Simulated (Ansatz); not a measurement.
**Band-structure calculation, with input and output: Li2S**

- system: Li2S (3 atoms in the cell)
- method: DFT, LDA, all-electron LAPW, scalar-relativistic, no spin polarisation (Ansatz 0.2.0)

The structure derives from an entry of the Crystallography Open Database. Its volume is 1.06 times that of the source entry. It belongs to a series of runs on one base structure; here: volume scaled by 1.06. Figures and captions count atoms from 1; the log counts them from 0 in places.

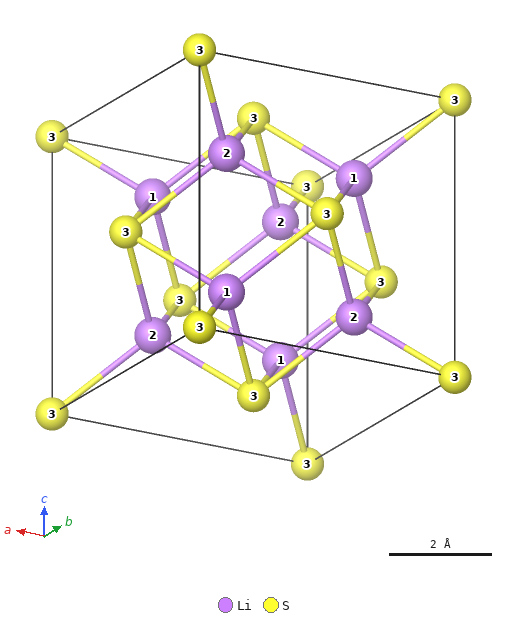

The structure (ball-and-stick view of the cell 4 times as large as that of the calculation, set on its symmetry axes, seen at an oblique angle; atoms are numbered from 1 in the order of the input). An atom can appear more than once, as a periodic image. Near neighbours in the periodic cell (some may lie outside the picture): Li has 4 S at 2.52 Å; S has 8 Li at 2.52 Å.

**The input**
```yaml
crystal:
  lattice:
    - [0.0, 2.9099749952, 2.9099749952]
    - [2.9099749952, 0.0, 2.9099749952]
    - [2.9099749952, 2.9099749952, 0.0]
  atoms:
    - { symbol: Li, position: [0.25, 0.25, 0.25] }
    - { symbol: Li, position: [0.75, 0.75, 0.75] }
    - { symbol: S, position: [0.0, 0.0, 0.0] }
kpoints:
  mp_grid: { grid: [7, 7, 7] }
  band_path:
    path:
      - [0.0, 0.0, 0.0]
      - [0.5, 0.0, 0.5]
      - [0.625, 0.25, 0.625]
      - [0.375, 0.375, 0.75]
      - [0.0, 0.0, 0.0]
      - [0.5, 0.5, 0.5]
      - [0.5, 0.25, 0.75]
      - [0.5, 0.0, 0.5]
    npoints: 5
scf:
  occupations: { method: fermi_dirac, width: 0.02 }
hamiltonian:
  xc: lda
  pseudopotentials: { kind: all_electron, lapw: { basis_error: 0.001 } }
output:
  forces: true
  stress: true
  eigenvalues: true
```

Run on 1 thread of Arm Neoverse V1, 112 GiB of memory available, shared host.

Launched with:
```bash
ansatz run input.yaml --threads 1 --pin off --max-ram 4096MiB --backend cpu --events-out ev --progress --plain --runs-dir out
```

**What the program printed**
```
LAPW: plane waves up to 6.475 Å⁻¹, error target 1.0e-3 eV per atom; small_component_spin mean_spin; Li in spheres of 1.128 Å, 3 of its electrons in bands, Dirac shells []; S in spheres of 1.392 Å, 14 of its electrons in bands, Dirac shells [] (how accurate: hamiltonian.pseudopotentials.lapw.basis_error, Limitations)
Engine: ansatz 0.2.0, aarch64-unknown-linux-gnu
Pseudopotentials: kind: all_electron
Pseudopotential: Li, LAPW, valence charge 3, lapw/all_electron/scalar/gaussian/Li, Koelling and Harmon's equation, gaussian nucleus
Pseudopotential: S, LAPW, valence charge 14, lapw/all_electron/scalar/gaussian/S, Koelling and Harmon's equation, gaussian nucleus
Functional definition: SPW92
  exchange = slater_x
  correlation = pw_c
Crystal: 3 atoms, lattice volume = 49.283 Å³
Basis set: ecut = 159.73824253978214 eV, 229 PW (Γ), exchange–correlation at level 2
Bands: 14, of which v1, the nominal top of the filled ones, is band 10 counted from 1 (9 counted from 0)
Symmetry: 48 space group operations
Space group: Fm-3m (ITA 225), of the structure as read, at distance tolerance 3.7e-5 Å
k-points: 20 of 343
Non-local potential: Li, projectors of the file, none
Non-local potential: S, projectors of the file, none
Initial density: superposition of atomic densities (chi_scale 0.1, normalization cell, long waves kept (reshape's long-wave potential 0.00 eV rms))
Initial wavefunctions: plane waves of lowest kinetic energy (no species holds an atomic orbital)
Functional: x = slater, c = lda
iter 1 solved again at ethr=4.35e-3 eV; its pass at ethr=1.00e-1 eV (dr2=8.71e-1 eV) is discarded
SCF iter   1: F=—  HF=-11237.985931 eV  |F-HF|=—  |Δ(HF+E_count)|=         —  Δρ=2.83e-2  dr2=8.71e-1  ethr=4.35e-3  ⟨swp⟩=2.0  Hψ=1989  notcnv=0
preconditioner: auto → none  [insulator: Δε(μ)=4.155 eV  Ē_g=10.993 eV  σ=0.020 eV  W_gap=1.00  n_scr=14 (ndim 8)  ℏωp=15.0 eV  f_vac=0.000  D(μ)=0.00/eV (n_scr^D=0)  ε∞_Penn≈2.9]
iter 2 solved again at ethr=1.02e-4 eV; its pass at ethr=4.35e-3 eV (dr2=2.05e-2 eV) is discarded
SCF iter   2: F=—  HF=-11237.676099 eV  |F-HF|=—  |Δ(HF+E_count)|=   3.10e-1  Δρ=5.53e-3  dr2=2.05e-2  ethr=1.02e-4  ⟨swp⟩=2.9  Hψ=1489  notcnv=0
SCF iter   3: F=—  HF=-11237.657419 eV  |F-HF|=—  |Δ(HF+E_count)|=   1.87e-2  Δρ=3.84e-3  dr2=1.54e-2  ethr=1.02e-4  ⟨swp⟩=2.1  Hψ=842  notcnv=0
SCF iter   4: F=—  HF=-11237.656377 eV  |F-HF|=—  |Δ(HF+E_count)|=   1.04e-3  Δρ=1.57e-3  dr2=2.60e-3  ethr=7.69e-5  ⟨swp⟩=2.0  Hψ=831  notcnv=0
SCF iter   5: F=—  HF=-11237.656154 eV  |F-HF|=—  |Δ(HF+E_count)|=   2.23e-4  Δρ=3.36e-4  dr2=1.19e-4  ethr=1.30e-5  ⟨swp⟩=2.0  Hψ=764  notcnv=0
SCF iter   6: F=—  HF=-11237.656150 eV  |F-HF|=—  |Δ(HF+E_count)|=   3.54e-6  Δρ=3.50e-5  dr2=1.29e-6  ethr=5.96e-7  ⟨swp⟩=2.0  Hψ=760  notcnv=0
SCF iter   7: F=-11237.656150 eV  HF=-11237.656150 eV  |F-HF|=1.47e-10  |Δ(HF+E_count)|=   1.81e-8  Δρ=1.65e-6  dr2=2.79e-9  ethr=6.43e-9  ⟨swp⟩=2.0  Hψ=760  notcnv=0
SCF 1 converged in 7 iterations: F = -11237.656150 eV  dr2 = 2.79e-9
```

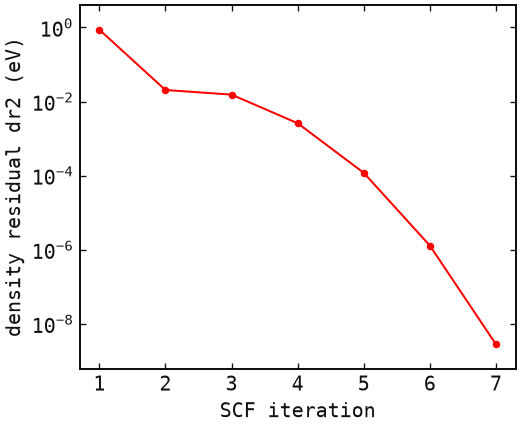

Convergence of the self-consistent field: density residual dr2 against the SCF iteration. The residual falls at every step.

```
NSCF: frozen V_eff on 36 k-points
SCF converged after 7 iterations
Free energy (F): -11237.656150 eV
Harris-Foulkes:  -11237.656150 eV  (|F-HF|=1.47e-10)
Internal energy: -11237.656150 eV  (E = F + TS)
E sigma→0 (E₀):  -11237.656150 eV
Fermi energy:    3.635266 eV
--- Per-component energies (eV) ---
  E_band       = -1454.980069
  E_kinetic    = 11265.735069
  E_xc         = -760.989939
  E_electrostatic = -21742.401280  (all electrons and nuclei)
  E_smearing   = -0.000000  (= −TS)
  E_closure    = 0.000000  (closes the sum)
  E_atoms      = -11224.764233  (free atoms, spherical and without spin; not in F)
  Σ components = -11237.656150   (vs F -11237.656150, Δ=0.00e0)
  Basis errors (estimates in eV, not in F): energy 4.3e-4 per atom: plane waves 4.0e-4 (2.2e-4 summed), levels above the bands 2.6e-149, relativity 7.7e-10, radial functions 3.4e-5, core shells 1.7e-15; eigenvalues (radial functions only) 7.6e-6; not estimated: angular momenta, meshes, grids; target (lapw.basis_error) 1.0e-3; muffin-tin radii Li 1.128 Å, S 1.392 Å
--- Forces (eV/Å), atoms counted from 1 ---
  atom   1  Li     0.00000000    -0.00000000    -0.00000000
  atom   2  Li     0.00000000     0.00000000    -0.00000000
  atom   3  S     -0.00000000     0.00000000     0.00000000
  max |Σ_I F_I| component: 2.54e-17 eV/Å
--- Stress (GPa, compression-positive) ---
       -4.719472      -0.000000       0.000000
       -0.000000      -4.719472      -0.000000
        0.000000      -0.000000      -4.719472
  P = ⅓ Tr σ = -4.7195 GPa (-47.195 kbar)
--- Band table (eV; the first three rows and the last of 20) ---
  k-point 0: bands = ["-200.3245", "-146.0162", "-146.0162", "-146.0162", "-41.3515", "-41.3140", "-8.8568", "1.9711", "1.9711", "1.9711", "5.7124", "7.9480", "7.9480", "7.9480"]
  k-point 1: bands = ["-200.3245", "-146.0162", "-146.0162", "-146.0162", "-41.3495", "-41.3157", "-8.7913", "1.2513", "1.8659", "1.8659", "6.2516", "8.2258", "8.2258", "8.3459"]
  k-point 2: bands = ["-200.3245", "-146.0162", "-146.0162", "-146.0162", "-41.3440", "-41.3206", "-8.6333", "0.0837", "1.6579", "1.6579", "7.0167", "8.4983", "8.4983", "9.1999"]
  k-point 19: bands = ["-200.3245", "-146.0162", "-146.0162", "-146.0162", "-41.3326", "-41.3311", "-8.3608", "0.0051", "0.1975", "0.6969", "7.0069", "8.9839", "10.3585", "10.8514"]
```

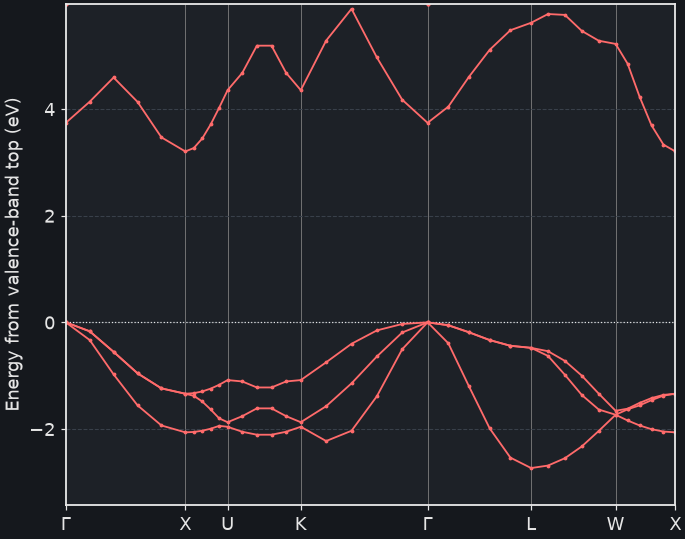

Band structure along Γ–X–U–K–Γ–L–W–X, with energies from the valence-band top. There is a gap of 3.20 eV on this path, indirect, from Γ to X.

**Key numbers**

- outcome: converged
- space group (tolerance 0.01 Å): Fm-3m (225)
- electrons in bands (core shells apart): 20
- free energy: −11237.6562 eV
- Fermi energy: 3.635 eV
- gap on the k-point mesh: 3.34 eV
- pressure: −4.72 GPa
- largest force (length of the vector): under 0.001 eV/Å
- wall time: 4.1 s
- peak memory: 0.22 GiB
